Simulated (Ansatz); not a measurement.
## BaTiO₃: geometry relaxation (part 2 of 4)

The same run, continued: BaTiO₃ (Pm-3m, 10 atoms in the cell); DFT with r2SCAN, PAW plane waves, spin-polarised (Ansatz 0.2.0); cutoff 500 eV, 4×4×6 k-mesh, Fermi–Dirac smearing, collinear spins. The structure derives from an entry of the Crystallography Open Database. Ba sits on the octahedral site here and Ti on the 12-fold one, the reverse of the real perovskite.

Geometry of the input (Å; fractional positions):
```
4.1364  4.1364  0.0000
4.1364  -4.1364  0.0000
0.0000  0.0000  4.1364
O  0.0000  0.0000  0.5000
O  0.5000  0.5000  0.5000
O  0.2500  0.2500  0.0000
O  0.7500  0.7500  0.0000
O  0.2500  0.7500  0.0000
O  0.7500  0.2500  0.0000
Ti -0.0000  0.5000  0.5000
Ti 0.5000  -0.0000  0.5000
Ba 0.0000  0.0000  0.0000
Ba 0.5000  0.5000  0.0000
```

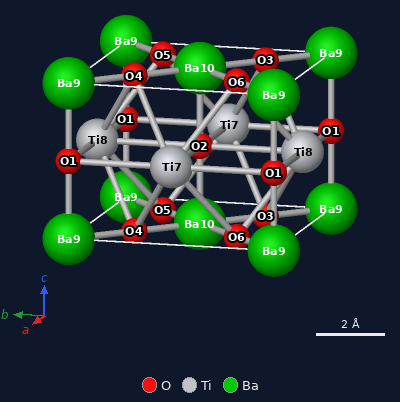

Fig. 1: The geometry at step 6 of the log (ball-and-stick view of the cell of the calculation, seen slightly off an axis; atoms are numbered from 1 in the order of the input).

What the program printed, continued:
```
SCF iter   1: F=-20333.774905 eV  HF=-20333.071558 eV  |F-HF|=7.03e-1  |Δ(HF+E_count)|=         —  Δρ=1.10e-2 (↑1.10e-2 ↓1.05e-2)  dr2=1.52e-2  dr2_τ=1.55e-2  dr2_m=1.28e-1  M=5.114 μB ∫|m|=5.213 μB  β_m=0.30  ethr=1.87e-5  ⟨swp⟩=1.8  Hψ=14539  notcnv=0
preconditioner: auto → Kerker (q_TF=auto, 2.481 Å⁻¹)  [metal: Δε(μ)=0.022 eV  Ē_g=10.205 eV  σ=0.100 eV  W_gap=0.05  n_scr=38 (ndim 8)  ℏωp=24.2 eV  f_vac=0.002  D(μ)=2.81/eV (n_scr^D=18)]
spin=Collinear: Kerker preconditioning applied to the charge; magnetization (m = ρ↑ − ρ↓) channel mixes plain (no charge-response kernel on spin).
SCF iter   2: F=-20333.825495 eV  HF=-20333.604746 eV  |F-HF|=2.21e-1  |Δ(HF+E_count)|=   5.33e-1  Δρ=9.31e-3 (↑9.31e-3 ↓8.45e-3)  dr2=6.73e-3  dr2_τ=7.83e-3  dr2_m=9.07e-2  M=5.044 μB ∫|m|=5.123 μB  β_m=1.00  ethr=1.87e-5  ⟨swp⟩=2.0  Hψ=5038  notcnv=0  κ⁻¹=1.0e0(r=1)
SCF iter   3: F=-20333.856319 eV  HF=-20333.826414 eV  |F-HF|=2.99e-2  |Δ(HF+E_count)|=   2.22e-1  Δρ=4.14e-3 (↑4.14e-3 ↓2.35e-3)  dr2=7.56e-3  dr2_τ=1.28e-3  dr2_m=1.21e-2  M=4.966 μB ∫|m|=5.014 μB  β_m=1.00  ethr=8.41e-6  ⟨swp⟩=2.0  Hψ=5079  notcnv=0  κ⁻¹=1.8e-2(r=2)
SCF iter   4: F=-20333.854572 eV  HF=-20333.841156 eV  |F-HF|=1.34e-2  |Δ(HF+E_count)|=   1.47e-2  Δρ=3.21e-3 (↑3.21e-3 ↓1.22e-3)  dr2=1.85e-2  dr2_τ=6.58e-4  dr2_m=2.95e-3  M=4.939 μB ∫|m|=4.975 μB  β_m=1.00  ethr=8.41e-6  ⟨swp⟩=2.0  Hψ=4440  notcnv=0  κ⁻¹=1.3e-2(r=3)
SCF iter   5: F=-20333.835709 eV  HF=-20333.858163 eV  |F-HF|=2.25e-2  |Δ(HF+E_count)|=   1.70e-2  Δρ=3.53e-3 (↑3.53e-3 ↓1.30e-3)  dr2=4.70e-2  dr2_τ=2.80e-4  dr2_m=1.84e-3  M=4.931 μB ∫|m|=4.961 μB  β_m=1.00  ethr=8.41e-6  ⟨swp⟩=2.0  Hψ=4123  notcnv=0  κ⁻¹=2.0e-3(r=4)
SCF iter   6: F=-20333.826130 eV  HF=-20333.866870 eV  |F-HF|=4.07e-2  |Δ(HF+E_count)|=   8.71e-3  Δρ=3.43e-3 (↑3.43e-3 ↓1.91e-3)  dr2=6.02e-2  dr2_τ=1.99e-4  dr2_m=8.35e-4  M=4.922 μB ∫|m|=4.949 μB  β_m=1.00  ethr=8.41e-6  ⟨swp⟩=2.0  Hψ=3179  notcnv=0  κ⁻¹=7.6e-4(r=5)
SCF iter   7: F=-20333.791775 eV  HF=-20333.877889 eV  |F-HF|=8.61e-2  |Δ(HF+E_count)|=   1.10e-2  Δρ=4.36e-3 (↑4.36e-3 ↓2.45e-3)  dr2=1.05e-1  dr2_τ=2.68e-4  dr2_m=1.26e-3  M=4.923 μB ∫|m|=4.950 μB  β_m=1.00  ethr=8.41e-6  ⟨swp⟩=2.0  Hψ=3132  notcnv=0  κ⁻¹=8.1e-6(r=6)
SCF iter   8: F=-20333.792609 eV  HF=-20333.879798 eV  |F-HF|=8.72e-2  |Δ(HF+E_count)|=   1.91e-3  Δρ=3.88e-3 (↑3.88e-3 ↓2.83e-3)  dr2=1.02e-1  dr2_τ=1.83e-4  dr2_m=4.00e-4  M=4.913 μB ∫|m|=4.939 μB  β_m=1.00  ethr=8.41e-6  ⟨swp⟩=1.5  Hψ=2730  notcnv=0  κ⁻¹=2.3e-6(r=7)
SCF iter   9: F=-20333.858364 eV  HF=-20333.871349 eV  |F-HF|=1.30e-2  |Δ(HF+E_count)|=   8.45e-3  Δρ=2.12e-3 (↑1.07e-3 ↓2.12e-3)  dr2=1.86e-2  dr2_τ=2.49e-4  dr2_m=6.96e-4  M=4.869 μB ∫|m|=4.893 μB  β_m=0.30  ethr=8.41e-6  ⟨swp⟩=2.4  Hψ=4311  notcnv=0  κ⁻¹=8.1e-7(r=8)
SCF iter  10: F=-20333.858055 eV  HF=-20333.874483 eV  |F-HF|=1.64e-2  |Δ(HF+E_count)|=   3.13e-3  Δρ=3.56e-3 (↑3.56e-3 ↓9.14e-4)  dr2=2.27e-2  dr2_τ=5.87e-4  dr2_m=5.93e-3  M=4.807 μB ∫|m|=4.830 μB  β_m=0.30  ethr=8.41e-6  ⟨swp⟩=2.0  Hψ=5155  notcnv=0  κ⁻¹=1.2e-7(r=8)
SCF iter  11: F=-20333.860382 eV  HF=-20333.875441 eV  |F-HF|=1.51e-2  |Δ(HF+E_count)|=   9.57e-4  Δρ=2.81e-3 (↑2.81e-3 ↓5.55e-4)  dr2=1.90e-2  dr2_τ=3.45e-5  dr2_m=2.93e-3  M=4.809 μB ∫|m|=4.832 μB  β_m=0.30  ethr=8.41e-6  ⟨swp⟩=1.0  Hψ=2712  notcnv=0  κ⁻¹=1.3e-7(r=8)
SCF iter  12: F=-20333.873366 eV  HF=-20333.873729 eV  |F-HF|=3.63e-4  |Δ(HF+E_count)|=   1.71e-3  Δρ=4.69e-4 (↑3.68e-4 ↓4.69e-4)  dr2=1.14e-3  dr2_τ=1.70e-4  dr2_m=4.20e-5  M=4.845 μB ∫|m|=4.868 μB  β_m=0.30  ethr=8.41e-6  ⟨swp⟩=2.0  Hψ=4566  notcnv=0  κ⁻¹=6.8e-7(r=8)
SCF iter  13: F=-20333.869954 eV  HF=-20333.874788 eV  |F-HF|=4.83e-3  |Δ(HF+E_count)|=   1.06e-3  Δρ=1.44e-3 (↑1.44e-3 ↓3.41e-4)  dr2=5.92e-3  dr2_τ=8.57e-5  dr2_m=6.55e-4  M=4.820 μB ∫|m|=4.843 μB  β_m=0.30  ethr=1.42e-6  ⟨swp⟩=2.0  Hψ=4667  notcnv=0  κ⁻¹=2.0e-7(r=8)
SCF iter  14: F=-20333.868252 eV  HF=-20333.875260 eV  |F-HF|=7.01e-3  |Δ(HF+E_count)|=   4.73e-4  Δρ=1.46e-3 (↑1.46e-3 ↓4.78e-4)  dr2=8.08e-3  dr2_τ=1.41e-5  dr2_m=4.63e-4  M=4.817 μB ∫|m|=4.840 μB  β_m=0.30  ethr=1.42e-6  ⟨swp⟩=1.0  Hψ=2664  notcnv=0  κ⁻¹=6.3e-7(r=8)
SCF iter  15: F=-20333.874168 eV  HF=-20333.874238 eV  |F-HF|=7.01e-5  |Δ(HF+E_count)|=   1.02e-3  Δρ=1.95e-4 (↑1.68e-4 ↓1.95e-4)  dr2=2.14e-4  dr2_τ=3.25e-5  dr2_m=1.21e-5  M=4.833 μB ∫|m|=4.857 μB  β_m=1.00  ethr=1.42e-6  ⟨swp⟩=2.0  Hψ=4367  notcnv=0  κ⁻¹=3.2e-7(r=8)
SCF iter  16: F=-20333.874354 eV  HF=-20333.874295 eV  |F-HF|=5.86e-5  |Δ(HF+E_count)|=   5.76e-5  Δρ=9.60e-5 (↑9.60e-5 ↓9.30e-5)  dr2=1.33e-6  dr2_τ=1.63e-6  dr2_m=1.13e-5  M=4.835 μB ∫|m|=4.859 μB  β_m=1.00  ethr=2.68e-7  ⟨swp⟩=1.8  Hψ=3629  notcnv=0  κ⁻¹=2.2e-7(r=8)
SCF iter  17: F=-20333.874346 eV  HF=-20333.874320 eV  |F-HF|=2.67e-5  |Δ(HF+E_count)|=   2.46e-5  Δρ=9.69e-5 (↑9.69e-5 ↓2.85e-5)  dr2=2.01e-5  dr2_τ=4.14e-7  dr2_m=3.95e-6  M=4.836 μB ∫|m|=4.860 μB  β_m=1.20  ethr=1.66e-9  ⟨swp⟩=2.1  Hψ=4590  notcnv=0
Mixer restart at iter 17: flushing history
spin-set hold released at iteration 17 (site moments' squared step at or under half its running peak, from the soft ceiling on): the magnetisation degrees of freedom join the quasi-Newton model from the next iteration; the mixer history was flushed
SCF iter  18: F=-20333.874360 eV  HF=-20333.874333 eV  |F-HF|=2.69e-5  |Δ(HF+E_count)|=   1.29e-5  Δρ=3.61e-5 (↑3.61e-5 ↓3.61e-5)  dr2=7.60e-6  dr2_τ=1.07e-7  dr2_m=8.34e-7  M=4.834 μB ∫|m|=4.858 μB  β_m=1.20  ethr=1.66e-9  ⟨swp⟩=2.0  Hψ=4564  notcnv=0  κ⁻¹=1.0e0(r=1)
SCF iter  19: F=-20333.874368 eV  HF=-20333.874355 eV  |F-HF|=1.37e-5  |Δ(HF+E_count)|=   2.19e-5  Δρ=1.65e-5 (↑1.64e-5 ↓1.65e-5)  dr2=7.64e-7  dr2_τ=3.74e-8  dr2_m=1.44e-7  M=4.833 μB ∫|m|=4.857 μB  β_m=1.20  ethr=1.66e-9  ⟨swp⟩=2.0  Hψ=4514  notcnv=0  κ⁻¹=2.3e-1(r=2)
SCF iter  20: F=-20333.874370 eV  HF=-20333.874362 eV  |F-HF|=7.54e-6  |Δ(HF+E_count)|=   7.62e-6  Δρ=1.35e-5 (↑1.35e-5 ↓1.13e-5)  dr2=4.99e-7  dr2_τ=1.53e-8  dr2_m=1.22e-7  M=4.832 μB ∫|m|=4.856 μB  β_m=1.20  ethr=9.55e-10  ⟨swp⟩=2.0  Hψ=3915  notcnv=0  κ⁻¹=9.8e-3(r=3)
SCF iter  21: F=-20333.874372 eV  HF=-20333.874371 eV  |F-HF|=5.49e-7  |Δ(HF+E_count)|=   8.96e-6  Δρ=4.97e-6 (↑4.97e-6 ↓4.74e-6)  dr2=8.39e-8  dr2_τ=2.20e-9  dr2_m=1.15e-8  M=4.831 μB ∫|m|=4.855 μB  β_m=1.20  ethr=1.25e-10  ⟨swp⟩=6.5  Hψ=17646  notcnv=0  κ⁻¹=1.3e-3(r=4)
SCF iter  22: F=-20333.874372 eV  HF=-20333.874372 eV  |F-HF|=7.39e-8  |Δ(HF+E_count)|=   6.23e-7  Δρ=3.27e-6 (↑3.27e-6 ↓2.54e-6)  dr2=3.17e-8  dr2_τ=7.76e-10  dr2_m=7.45e-10  M=4.830 μB ∫|m|=4.854 μB  ethr=1.05e-10  ⟨swp⟩=8.4  Hψ=15735  notcnv=0
the search or the solves at the SCF's close seem to have found levels that the self-consistency loop had missed (the run counts 1). By its estimate they hold under 1e-12 electrons; where the run keeps them, the occupations were computed again with them
SCF 1 converged in 22 iterations: F = -20333.874372 eV  dr2 = 3.17e-8
  greatest PAW one-centre occupation: 1.004 electrons in one spin orbital (limit 2), on the Ti atom at site 7 (counted from 0), in its partial waves of l = 1
relax step   1: F+E_penalty+E_count = -20333.87437191 eV  Δ(F+E_penalty+E_count) = +0.000e0 eV  max|allowed force component| = 3.410e-29 eV/Å  Δτ_max = 0.0000 Å  P = +35.122 GPa  Ω = 141.551 Å³  (22 SCF iters, dr2 threshold 1.00e-7 eV, accepted)
Crystal: 10 atoms, lattice volume = 162.353 Å³
Basis set: ecut = 500 eV, 4151 PW (Γ), exchange–correlation on 180×180×128 points (64 copies of the dense FFT grid, shifted against one another)
Initial density: handed on by an earlier stage of this run
Initial wavefunctions: those handed on with the density
iter 1 solved again at ethr=2.52e-4 eV; its pass at ethr=3.10e-3 eV (dr2=2.02e-1 eV) is discarded
SCF iter   1: F=-20336.739726 eV  HF=-20335.475026 eV  |F-HF|=1.26e0  |Δ(HF+E_count)|=         —  Δρ=8.76e-3 (↑8.76e-3 ↓5.88e-3)  dr2=2.00e-1  dr2_τ=2.63e-1  dr2_m=3.60e-2  M=4.759 μB ∫|m|=4.805 μB  β_m=1.20  ethr=2.52e-4  ⟨swp⟩=1.5  Hψ=12435  notcnv=0
preconditioner: auto → Kerker (q_TF=auto, 2.425 Å⁻¹)  [metal: Δε(μ)=0.083 eV  Ē_g=9.418 eV  σ=0.100 eV  W_gap=0.20  n_scr=38 (ndim 8)  ℏωp=22.6 eV  f_vac=0.009  D(μ)=2.74/eV (n_scr^D=10)]
spin=Collinear: Kerker preconditioning applied to the charge; magnetization (m = ρ↑ − ρ↓) channel mixes plain (no charge-response kernel on spin).
SCF iter   2: F=-20336.778078 eV  HF=-20336.834412 eV  |F-HF|=5.63e-2  |Δ(HF+E_count)|=    1.36e0  Δρ=5.23e-3 (↑3.87e-3 ↓5.23e-3)  dr2=1.36e-1  dr2_τ=1.40e-3  dr2_m=2.81e-3  M=4.771 μB ∫|m|=4.814 μB  β_m=1.20  ethr=2.50e-4  ⟨swp⟩=2.4  Hψ=5057  notcnv=0  κ⁻¹=1.0e0(r=1)
preconditioner: auto → Resta (q_TF=auto, 2.425 Å⁻¹)  ε∞=6.7  [insulator: Δε(μ)=0.340 eV  Ē_g=9.458 eV  σ=0.100 eV  W_gap=0.50  n_scr=38 (ndim 8)  ℏωp=22.6 eV  f_vac=0.006  D(μ)=2.70/eV (n_scr^D=10)  ε∞_Penn≈6.7]
spin=Collinear: Resta preconditioning applied to the charge; magnetization (m = ρ↑ − ρ↓) channel mixes plain (no charge-response kernel on spin).
SCF iter   3: F=-20336.810472 eV  HF=-20336.828935 eV  |F-HF|=1.85e-2  |Δ(HF+E_count)|=   5.48e-3  Δρ=2.72e-3 (↑2.72e-3 ↓2.62e-3)  dr2=5.53e-2  dr2_τ=6.59e-4  dr2_m=1.13e-4  M=4.790 μB ∫|m|=4.837 μB  β_m=1.20  ethr=1.70e-4  ⟨swp⟩=2.4  Hψ=3776  notcnv=0  κ⁻¹=8.6e-2(r=2)
SCF iter   4: F=-20336.827727 eV  HF=-20336.825289 eV  |F-HF|=2.44e-3  |Δ(HF+E_count)|=   3.65e-3  Δρ=1.38e-3 (↑1.38e-3 ↓1.38e-3)  dr2=9.05e-3  dr2_τ=1.95e-4  dr2_m=2.32e-4  M=4.818 μB ∫|m|=4.867 μB  β_m=1.20  ethr=6.91e-5  ⟨swp⟩=2.1  Hψ=4501  notcnv=0  κ⁻¹=1.6e-2(r=3)
SCF iter   5: F=-20336.829545 eV  HF=-20336.827576 eV  |F-HF|=1.97e-3  |Δ(HF+E_count)|=   2.29e-3  Δρ=8.84e-4 (↑8.27e-4 ↓8.84e-4)  dr2=2.82e-3  dr2_τ=9.00e-5  dr2_m=1.43e-5  M=4.832 μB ∫|m|=4.882 μB  β_m=1.20  ethr=1.13e-5  ⟨swp⟩=1.7  Hψ=3128  notcnv=0  κ⁻¹=5.5e-3(r=4)
SCF iter   6: F=-20336.829895 eV  HF=-20336.829224 eV  |F-HF|=6.70e-4  |Δ(HF+E_count)|=   1.65e-3  Δρ=4.32e-4 (↑3.82e-4 ↓4.32e-4)  dr2=6.82e-4  dr2_τ=2.17e-5  dr2_m=5.00e-6  M=4.839 μB ∫|m|=4.890 μB  β_m=1.20  ethr=3.52e-6  ⟨swp⟩=2.1  Hψ=3822  notcnv=0  κ⁻¹=9.5e-4(r=5)
SCF iter   7: F=-20336.829999 eV  HF=-20336.829934 eV  |F-HF|=6.52e-5  |Δ(HF+E_count)|=   7.10e-4  Δρ=1.35e-4 (↑1.35e-4 ↓1.31e-4)  dr2=5.66e-5  dr2_τ=3.85e-6  dr2_m=6.98e-7  M=4.844 μB ∫|m|=4.896 μB  β_m=1.20  ethr=8.53e-7  ⟨swp⟩=2.0  Hψ=4275  notcnv=0  κ⁻¹=7.9e-5(r=6)
SCF iter   8: F=-20336.830010 eV  HF=-20336.829990 eV  |F-HF|=2.04e-5  |Δ(HF+E_count)|=   5.61e-5  Δρ=8.54e-5 (↑8.54e-5 ↓8.29e-5)  dr2=2.09e-5  dr2_τ=1.31e-6  dr2_m=2.83e-7  M=4.846 μB ∫|m|=4.897 μB  β_m=1.20  ethr=7.08e-8  ⟨swp⟩=2.3  Hψ=4058  notcnv=0  κ⁻¹=1.8e-5(r=7)
SCF iter   9: F=-20336.830017 eV  HF=-20336.830015 eV  |F-HF|=2.20e-6  |Δ(HF+E_count)|=   2.50e-5  Δρ=1.85e-5 (↑1.85e-5 ↓1.61e-5)  dr2=1.43e-6  dr2_τ=4.06e-8  dr2_m=3.82e-8  M=4.848 μB ∫|m|=4.899 μB  β_m=1.20  ethr=2.61e-8  ⟨swp⟩=2.0  Hψ=4365  notcnv=0  κ⁻¹=1.7e-6(r=8)
SCF iter  10: F=-20336.830017 eV  HF=-20336.830017 eV  |F-HF|=7.39e-7  |Δ(HF+E_count)|=   1.76e-6  Δρ=1.28e-5 (↑1.28e-5 ↓1.18e-5)  dr2=5.74e-7  dr2_τ=3.25e-8  dr2_m=1.24e-8  M=4.848 μB ∫|m|=4.899 μB  β_m=1.20  ethr=1.25e-9  ⟨swp⟩=10.6  Hψ=19077  notcnv=0  κ⁻¹=3.2e-6(r=8)
SCF iter  11: F=-20336.830018 eV  HF=-20336.830018 eV  |F-HF|=1.06e-7  |Δ(HF+E_count)|=   8.27e-7  Δρ=5.94e-6 (↑5.58e-6 ↓5.94e-6)  dr2=1.02e-7  dr2_τ=5.59e-9  dr2_m=1.34e-8  M=4.848 μB ∫|m|=4.899 μB  ethr=7.17e-10  ⟨swp⟩=9.2  Hψ=17097  notcnv=0
SCF 2 converged in 11 iterations: F = -20336.830018 eV  dr2 = 1.02e-7
relax step   2: F+E_penalty+E_count = -20336.83001765 eV  Δ(F+E_penalty+E_count) = -2.956e0 eV  max|allowed force component| = 2.838e-29 eV/Å  Δτ_max = 0.0000 Å  P = +12.765 GPa  Ω = 162.353 Å³  energy of the carried Pulay correction = -1.066e-2 eV  (11 SCF iters, dr2 threshold 1.00e-6 eV, accepted)
[... from here on the SCF iterations and repeated set-up lines of each step are left out, up to the last step ...]
SCF 3 converged in 9 iterations: F = -20337.543667 eV  dr2 = 9.84e-7
relax step   3: F+E_penalty+E_count = -20337.54366707 eV  Δ(F+E_penalty+E_count) = -7.136e-1 eV  max|allowed force component| = 9.236e-29 eV/Å  Δτ_max = 0.0000 Å  P = +3.389 GPa  Ω = 177.189 Å³  energy of the carried Pulay correction = -1.741e-2 eV  (9 SCF iters, dr2 threshold 1.00e-6 eV, accepted)
SCF 4 converged in 10 iterations: F = -20337.624992 eV  dr2 = 6.19e-7
relax step   4: F+E_penalty+E_count = -20337.62499182 eV  Δ(F+E_penalty+E_count) = -8.132e-2 eV  max|allowed force component| = 1.215e-29 eV/Å  Δτ_max = 0.0000 Å  P = +0.583 GPa  Ω = 183.345 Å³  energy of the carried Pulay correction = -2.004e-2 eV  (10 SCF iters, dr2 threshold 1.00e-6 eV, accepted)
SCF 5 converged in 9 iterations: F = -20337.642525 eV  dr2 = 7.02e-7
relax step   5: F+E_penalty+E_count = -20337.64252498 eV  Δ(F+E_penalty+E_count) = -1.753e-2 eV  max|allowed force component| = 2.173e-29 eV/Å  Δτ_max = 0.0000 Å  P = -0.230 GPa  Ω = 185.456 Å³  energy of the carried Pulay correction = -2.091e-2 eV  (9 SCF iters, dr2 threshold 1.00e-6 eV, accepted)
SCF 6 converged in 8 iterations: F = -20337.658478 eV  dr2 = 6.47e-7
relax step   6: F+E_penalty+E_count = -20337.65847751 eV  Δ(F+E_penalty+E_count) = -1.595e-2 eV  max|allowed force component| = 2.675e-28 eV/Å  Δτ_max = 0.0000 Å  P = -1.199 GPa  Ω = 188.308 Å³  energy of the carried Pulay correction = -2.207e-2 eV  (8 SCF iters, dr2 threshold 1.00e-6 eV, accepted)
SCF 7 converged in 7 iterations: F = -20337.671055 eV  dr2 = 8.70e-7
relax step   7: F+E_penalty+E_count = -20337.67105546 eV  Δ(F+E_penalty+E_count) = -1.258e-2 eV  max|allowed force component| = 2.327e-29 eV/Å  Δτ_max = 0.0000 Å  P = -0.159 GPa  Ω = 185.619 Å³  energy of the carried Pulay correction = -2.097e-2 eV  (7 SCF iters, dr2 threshold 1.00e-6 eV, accepted)
SCF 8 converged in 7 iterations: F = -20337.671419 eV  dr2 = 1.85e-8
relax step   8: F+E_penalty+E_count = -20337.67141900 eV  Δ(F+E_penalty+E_count) = -3.635e-4 eV  max|allowed force component| = 1.020e-28 eV/Å  Δτ_max = 0.0000 Å  P = -0.004 GPa  Ω = 185.245 Å³  energy of the carried Pulay correction = -2.081e-2 eV  (7 SCF iters, dr2 threshold 8.66e-8 eV, accepted)
SCF 9 converged in 11 iterations: F = -20337.713574 eV  dr2 = 7.71e-11
relax step   9: F+E_penalty+E_count = -20337.71357365 eV  Δ(F+E_penalty+E_count) = -4.215e-2 eV  max|allowed force component| = 5.252e-28 eV/Å  Δτ_max = 0.0000 Å  P = +0.316 GPa  Ω = 185.245 Å³  stress off target by 5.38e-1 GPa  SCF on the basis re-selected at this cell (its energy is not comparable with the rows above)  (11 SCF iters)
SCF 10 converged in 7 iterations: F = -20337.714584 eV  dr2 = 1.13e-7
relax step  10: F+E_penalty+E_count = -20337.71458369 eV  Δ(F+E_penalty+E_count) = -1.010e-3 eV  max|allowed force component| = 2.954e-29 eV/Å  Δτ_max = 0.0000 Å  P = +0.027 GPa  Ω = 186.061 Å³  energy of the carried Pulay correction = -3.084e-4 eV  (7 SCF iters, dr2 threshold 7.23e-7 eV, accepted)
SCF 11 converged in 7 iterations: F = -20337.714566 eV  dr2 = 1.59e-9
relax step  11: F+E_penalty+E_count = -20337.71456606 eV  Δ(F+E_penalty+E_count) = +1.762e-5 eV  max|allowed force component| = 3.561e-28 eV/Å  Δτ_max = 0.0000 Å  P = +0.001 GPa  Ω = 186.138 Å³  energy of the carried Pulay correction = -3.383e-4 eV  (7 SCF iters, dr2 threshold 6.92e-9 eV, accepted)
iter 1 solved again at ethr=1.15e-8 eV; its pass at ethr=3.10e-3 eV (dr2=9.24e-6 eV) is discarded
```
